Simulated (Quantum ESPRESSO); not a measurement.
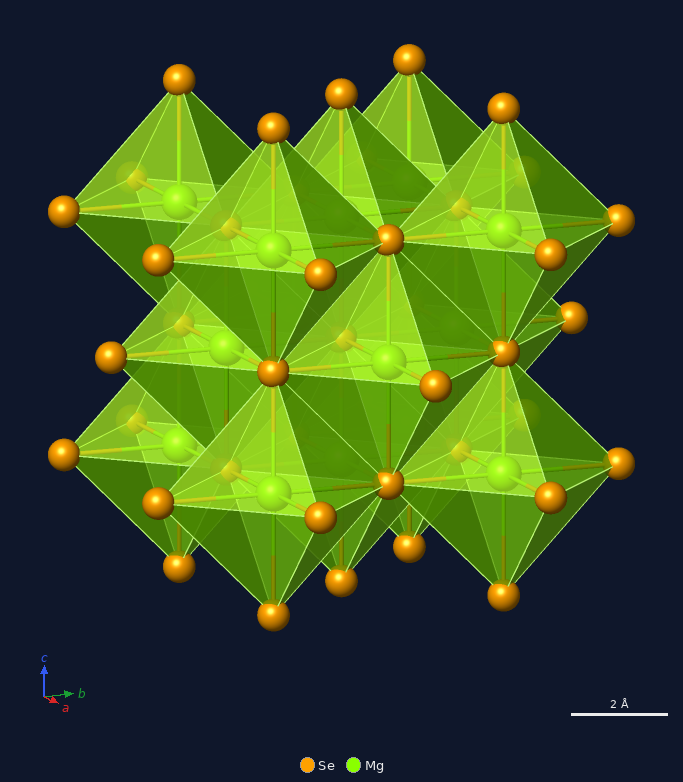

**Figure 1.** The structure as given in the input (polyhedral view of the cell 4 times as large as that of the calculation, set on its symmetry axes, seen slightly off an axis; polyhedra are completed across the faces of the cell).

Run report: MgSe, fields calculation (part 1 of 2)

The run: fields calculation of MgSe (Fm-3m, 2 atoms in the cell). Method and program: Kohn-Sham DFT of a periodic cell, vdW-DF-C09, GBRV 1.5 PBE, no spin polarisation (Quantum ESPRESSO 7.5).

The structure derives from an entry of the Crystallography Open Database. The geometry was changed: volume scaled by 0.88.

Input:
```
&CONTROL
  calculation = 'scf'
  prefix = 'pwscf'
  outdir = './tmp'
  pseudo_dir = './pseudo'
  tprnfor = .true.
  tstress = .true.
  disk_io = 'low'
/
&SYSTEM
  ibrav = 0
  nat = 2
  ntyp = 2
  ecutwfc = 45
  ecutrho = 360
  nbnd = 14
  input_dft = 'vdw-df-c09'
  occupations = 'smearing'
  smearing = 'mp'
  degauss = 0.00734986
  tot_charge = 0.5
/
&ELECTRONS
  conv_thr = 4d-10
  electron_maxstep = 120
  mixing_beta = 0.1
/
ATOMIC_SPECIES
Se    78.9710 se_pbe_v1.uspp.F.UPF
Mg    24.3050 mg_pbe_v1.4.uspp.F.UPF
CELL_PARAMETERS angstrom
   0.0000000000    2.6118029641    2.6118029641
   2.6118029641    0.0000000000    2.6118029641
   2.6118029641    2.6118029641    0.0000000000
ATOMIC_POSITIONS angstrom
Se     2.6118029641    2.6118029641    2.6118029641
Mg     0.0000000000    0.0000000000    0.0000000000
K_POINTS automatic
8 8 8 0 0 0
```

File pp_density.in:
```
&INPUTPP
  prefix = 'pwscf'
  outdir = './tmp'
  filplot = 'density.dat'
  plot_num = 0
/
&PLOT
  nfile = 1
  filepp(1) = 'density.dat'
  iflag = 3
  output_format = 6
  fileout = 'density.cube'
/
```

File pp_potential.in:
```
&INPUTPP
  prefix = 'pwscf'
  outdir = './tmp'
  filplot = 'potential.dat'
  plot_num = 11
/
&PLOT
  nfile = 1
  filepp(1) = 'potential.dat'
  iflag = 3
  output_format = 6
  fileout = 'potential.cube'
/
```

File pp_potential_ks.in:
```
&INPUTPP
  prefix = 'pwscf'
  outdir = './tmp'
  filplot = 'potential_ks.dat'
  plot_num = 1
/
&PLOT
  nfile = 1
  filepp(1) = 'potential_ks.dat'
  iflag = 3
  output_format = 6
  fileout = 'potential_ks.cube'
/
```

Hardware: 1 thread of Arm Neoverse V2, 24 GiB of memory available, shared host.

Launch command:
```bash
OMP_NUM_THREADS=1 pw.x -in pw.in > pw.out
OMP_NUM_THREADS=1 pp.x -in pp_density.in > pp_density.out
OMP_NUM_THREADS=1 pp.x -in pp_potential.in > pp_potential.out
OMP_NUM_THREADS=1 pp.x -in pp_potential_ks.in > pp_potential_ks.out
```

Log:
```
This program is part of the open-source Quantum ESPRESSO suite
     for quantum simulation of materials; please cite
         "P. Giannozzi et al., J. Phys.:Condens. Matter 21 395502 (2009);
         "P. Giannozzi et al., J. Phys.:Condens. Matter 29 465901 (2017);
         "P. Giannozzi et al., J. Chem. Phys. 152 154105 (2020);
          URL
     in publications or presentations arising from this work. More details at

     IMPORTANT: XC functional enforced from input :
     Exchange-correlation= VDW-DF-C09
                           (   1   4  16   0   1   0   0)
     Any further DFT definition will be discarded
     Please, verify this is what you really want

     Message from routine setup:
     using ibrav=0 with symmetry is DISCOURAGED, use correct ibrav instead

     G-vector sticks info
     --------------------
     sticks:   dense  smooth     PW     G-vecs:    dense   smooth      PW
     Sum        1213     595    199                27725     9841    1759

     Using Slab Decomposition

     bravais-lattice index     =            0
     lattice parameter (alat)  =       6.9800  a.u.
     unit-cell volume          =     240.4628 (a.u.)^3
     number of atoms/cell      =            2
     number of atomic types    =            2
     number of electrons       =        15.50
     number of Kohn-Sham states=           14
     kinetic-energy cutoff     =      45.0000  Ry
     charge density cutoff     =     360.0000  Ry
     scf convergence threshold =      4.0E-10
     mixing beta               =       0.1000
     number of iterations used =            8  plain     mixing
     Exchange-correlation= VDW-DF-C09
                           (   1   4  16   0   1   0   0)

     celldm(1)=   6.979982  celldm(2)=   0.000000  celldm(3)=   0.000000
     celldm(4)=   0.000000  celldm(5)=   0.000000  celldm(6)=   0.000000

     crystal axes: (cart. coord. in units of alat)
               a(1) = (   0.000000   0.707107   0.707107 )
               a(2) = (   0.707107   0.000000   0.707107 )
               a(3) = (   0.707107   0.707107   0.000000 )

     reciprocal axes: (cart. coord. in units 2 pi/alat)
               b(1) = ( -0.707107  0.707107  0.707107 )
               b(2) = (  0.707107 -0.707107  0.707107 )
               b(3) = (  0.707107  0.707107 -0.707107 )

     PseudoPot. # 1 for Se read from file:
     se_pbe_v1.uspp.F.UPF
     Pseudo is Ultrasoft + core correction, Zval =  6.0
     Generated by new atomic code, or converted to UPF format
     Using radial grid of  877 points,  6 beta functions with:
                l(1) =   0
                l(2) =   0
                l(3) =   1
                l(4) =   1
                l(5) =   2
                l(6) =   2
     Q(r) pseudized with  8 coefficients,  rinner =    1.300   1.300   1.300
                                                       1.300   1.300

     PseudoPot. # 2 for Mg read from file:
     mg_pbe_v1.4.uspp.F.UPF
     Pseudo is Ultrasoft, Zval = 10.0
     Generated by new atomic code, or converted to UPF format
     Using radial grid of  821 points,  7 beta functions with:
                l(1) =   0
                l(2) =   0
                l(3) =   0
                l(4) =   1
                l(5) =   1
                l(6) =   2
                l(7) =   2
     Q(r) pseudized with  8 coefficients,  rinner =    1.200   1.200   1.200
                                                       1.200   1.200

     atomic species   valence    mass     pseudopotential
     Se                6.00    78.97100     Se( 1.00)
     Mg               10.00    24.30500     Mg( 1.00)

     48 Sym. Ops., with inversion, found

   Cartesian axes

     site n.     atom                  positions (alat units)
         1        Se     tau(   1) = (   0.7071068   0.7071068   0.7071068  )
         2        Mg     tau(   2) = (   0.0000000   0.0000000   0.0000000  )

     number of k points=    29  Methfessel-Paxton smearing, width (Ry)=  0.0073
                       cart. coord. in units 2pi/alat
        k(    1) = (   0.0000000   0.0000000   0.0000000), wk =   0.0039062
        k(    2) = (   0.0883883   0.0883883  -0.0883883), wk =   0.0312500
        k(    3) = (   0.1767767   0.1767767  -0.1767767), wk =   0.0312500
        k(    4) = (   0.2651650   0.2651650  -0.2651650), wk =   0.0312500
        k(    5) = (  -0.3535534  -0.3535534   0.3535534), wk =   0.0156250
        k(    6) = (   0.1767767   0.0000000   0.0000000), wk =   0.0234375
        k(    7) = (   0.2651650   0.0883883  -0.0883883), wk =   0.0937500
        k(    8) = (   0.3535534   0.1767767  -0.1767767), wk =   0.0937500
        k(    9) = (  -0.2651650  -0.4419417   0.4419417), wk =   0.0937500
        k(   10) = (  -0.1767767  -0.3535534   0.3535534), wk =   0.0937500
        k(   11) = (  -0.0883883  -0.2651650   0.2651650), wk =   0.0937500
        k(   12) = (   0.0000000  -0.1767767   0.1767767), wk =   0.0468750
        k(   13) = (   0.3535534   0.0000000   0.0000000), wk =   0.0234375
        k(   14) = (   0.4419417   0.0883883  -0.0883883), wk =   0.0937500
        k(   15) = (  -0.1767767  -0.5303301   0.5303301), wk =   0.0937500
        k(   16) = (  -0.0883883  -0.4419417   0.4419417), wk =   0.0937500
        k(   17) = (   0.0000000  -0.3535534   0.3535534), wk =   0.0468750
        k(   18) = (   0.5303301  -0.0000000   0.0000000), wk =   0.0234375
        k(   19) = (  -0.0883883  -0.6187184   0.6187184), wk =   0.0937500
        k(   20) = (   0.0000000  -0.5303301   0.5303301), wk =   0.0468750
        k(   21) = (  -0.7071068   0.0000000   0.0000000), wk =   0.0117188
        k(   22) = (   0.3535534   0.1767767   0.0000000), wk =   0.0937500
        k(   23) = (  -0.2651650  -0.4419417   0.6187184), wk =   0.1875000
        k(   24) = (  -0.1767767  -0.3535534   0.5303301), wk =   0.0937500
        k(   25) = (  -0.1767767  -0.5303301   0.7071068), wk =   0.0937500
        k(   26) = (  -0.0883883  -0.4419417   0.6187184), wk =   0.1875000
        k(   27) = (   0.0000000  -0.3535534   0.5303301), wk =   0.0937500
        k(   28) = (  -0.7071068   0.1767767  -0.0000000), wk =   0.0468750
        k(   29) = (  -0.7071068   0.3535534   0.0000000), wk =   0.0234375

     Dense  grid:    27725 G-vectors     FFT dimensions: (  45,  45,  45)

     Smooth grid:     9841 G-vectors     FFT dimensions: (  30,  30,  30)

     Initial potential from superposition of free atoms

     starting charge      15.6997, renormalised to      15.5000

     %%%%%%%%%%%%%%%%%%%%%%%%%%%%%%%%%%%%%%%%%%%%%%%%%%%%%%%%%%%%%%%%%%%%%%%%
     %                                                                      %
     % You are using vdW-DF, which was implemented by the Thonhauser group. %
     % Please cite the following two papers that made this development      %
     % possible and the two reviews that describe the various versions:     %
     %                                                                      %
     %   T. Thonhauser et al., PRL 115, 136402 (2015).                      %
     %   T. Thonhauser et al., PRB 76, 125112 (2007).                       %
     %   K. Berland et al., Rep. Prog. Phys. 78, 066501 (2015).             %
     %   D.C. Langreth et al., J. Phys.: Condens. Matter 21, 084203 (2009). %
     %                                                                      %
     % If you are calculating stress with vdW-DF, please also cite:         %
     %                                                                      %
     %   R. Sabatini et al., J. Phys.: Condens. Matter 24, 424209 (2012).   %
     %                                                                      %
     %%%%%%%%%%%%%%%%%%%%%%%%%%%%%%%%%%%%%%%%%%%%%%%%%%%%%%%%%%%%%%%%%%%%%%%%

     %%%%%%%%%%%%%%%%%%%%%%%%%%%%%%%%%%%%%%%%%%%%%%%%%%%%%%%%%%%%%%%%%%%%%%%%
     %                                                                      %
     %  vdW-DF NEWS:                                                        %
     %                                                                      %
     %  * vdW-DF3 is now available. DOI: 10.1021/acs.jctc.0c00471           %
     %    use with input_dft = 'vdW-DF3-opt1' or 'vdW-DF3-opt2'             %
     %                                                                      %
     %  * Unscreened and range-separated hybrid vdW-DF-cx functionals       %
     %    DOI: 10.1063/1.4986522 and 10.1088/1361-648X/ac2ad2               %
     %    use with input_dft = 'vdW-DF-cx0'    and 'vdW-DF-ahcx'            %
     %  * Unscreened and range-separated hybrid vdW-DF2-b86r functionals    %
     %    DOI: 10.1063/1.4986522 and DOI: 10.1103/PhysRevX.12.041003        %
     %    use with input_dft = 'vdW-DF2-br0' and 'vdW-DF2-ahbr'             %
     %                                                                      %
     %%%%%%%%%%%%%%%%%%%%%%%%%%%%%%%%%%%%%%%%%%%%%%%%%%%%%%%%%%%%%%%%%%%%%%%%

     Starting wfcs are    9 randomized atomic wfcs +    5 random wfcs

     Self-consistent Calculation

     iteration #  1     ecut=    45.00 Ry     beta= 0.10
     Davidson diagonalization with overlap
     ethr =  1.00E-02,  avg # of iterations =  6.6

     Threshold (ethr) on eigenvalues was too large:
     Diagonalizing with lowered threshold

     Davidson diagonalization with overlap
     ethr =  1.34E-04,  avg # of iterations =  3.0

     total energy              =    -168.92957041 Ry
     estimated scf accuracy    <       0.02058547 Ry

     iteration #  2     ecut=    45.00 Ry     beta= 0.10
     Davidson diagonalization with overlap
     ethr =  1.33E-04,  avg # of iterations =  1.0

     total energy              =    -168.92514268 Ry
     estimated scf accuracy    <       0.01492062 Ry

     iteration #  3     ecut=    45.00 Ry     beta= 0.10
     Davidson diagonalization with overlap
     ethr =  9.63E-05,  avg # of iterations =  1.9

     total energy              =    -168.92754891 Ry
     estimated scf accuracy    <       0.00055311 Ry

     iteration #  4     ecut=    45.00 Ry     beta= 0.10
     Davidson diagonalization with overlap
     ethr =  3.57E-06,  avg # of iterations =  4.4

     total energy              =    -168.92759002 Ry
     estimated scf accuracy    <       0.00022823 Ry

     iteration #  5     ecut=    45.00 Ry     beta= 0.10
     Davidson diagonalization with overlap
     ethr =  1.47E-06,  avg # of iterations =  2.1

     total energy              =    -168.92764152 Ry
     estimated scf accuracy    <       0.00005137 Ry

     iteration #  6     ecut=    45.00 Ry     beta= 0.10
     Davidson diagonalization with overlap
     ethr =  3.31E-07,  avg # of iterations =  2.2

     total energy              =    -168.92765186 Ry
     estimated scf accuracy    <       0.00000273 Ry

     iteration #  7     ecut=    45.00 Ry     beta= 0.10
     Davidson diagonalization with overlap
     ethr =  1.76E-08,  avg # of iterations =  3.5

     total energy              =    -168.92765536 Ry
     estimated scf accuracy    <       0.00000019 Ry

     iteration #  8     ecut=    45.00 Ry     beta= 0.10
     Davidson diagonalization with overlap
     ethr =  1.20E-09,  avg # of iterations =  2.2

     total energy              =    -168.92765676 Ry
     estimated scf accuracy    <       0.00000015 Ry

     iteration #  9     ecut=    45.00 Ry     beta= 0.10
     Davidson diagonalization with overlap
     ethr =  9.71E-10,  avg # of iterations =  2.0

     End of self-consistent calculation

          k = 0.0000 0.0000 0.0000 (  1243 PWs)   bands (ev):

   -66.8731 -33.6415 -33.6415 -33.6415  -6.2109   7.5374   7.5374   7.5374
    11.3367  15.2500  15.2500  15.2500  18.0569  18.0569

          k = 0.0884 0.0884-0.0884 (  1242 PWs)   bands (ev):

   -66.8731 -33.6425 -33.6416 -33.6416  -6.0530   6.2988   7.4106   7.4106
    12.2062  15.0363  15.5421  15.5421  17.1956  17.1956

          k = 0.1768 0.1768-0.1768 (  1227 PWs)   bands (ev):

   -66.8729 -33.6450 -33.6418 -33.6418  -5.6257   4.3104   7.1382   7.1382
    12.3934  15.1731  15.1731  16.3091  17.7452  17.7452

          k = 0.2652 0.2652-0.2652 (  1227 PWs)   bands (ev):

   -66.8728 -33.6476 -33.6421 -33.6421  -5.1033   2.7176   6.9018   6.9018
    12.0248  14.4709  14.4709  17.7583  18.8534  19.8399

          k =-0.3536-0.3536 0.3536 (  1224 PWs)   bands (ev):

   -66.8728 -33.6486 -33.6422 -33.6422  -4.8435   2.0859   6.8121   6.8121
    11.8737  14.2126  14.2126  17.5670  20.2530  22.4770

          k = 0.1768 0.0000 0.0000 (  1243 PWs)   bands (ev):

   -66.8730 -33.6424 -33.6419 -33.6419  -6.0013   6.3603   7.1302   7.1302
    12.6618  14.1841  15.8714  16.0775  16.0775  18.3411

          k = 0.2652 0.0884-0.0884 (  1233 PWs)   bands (ev):

   -66.8729 -33.6443 -33.6422 -33.6420  -5.6651   4.8638   6.7828   6.8508
    13.0887  14.2288  14.7709  16.3258  17.5035  18.6752
```
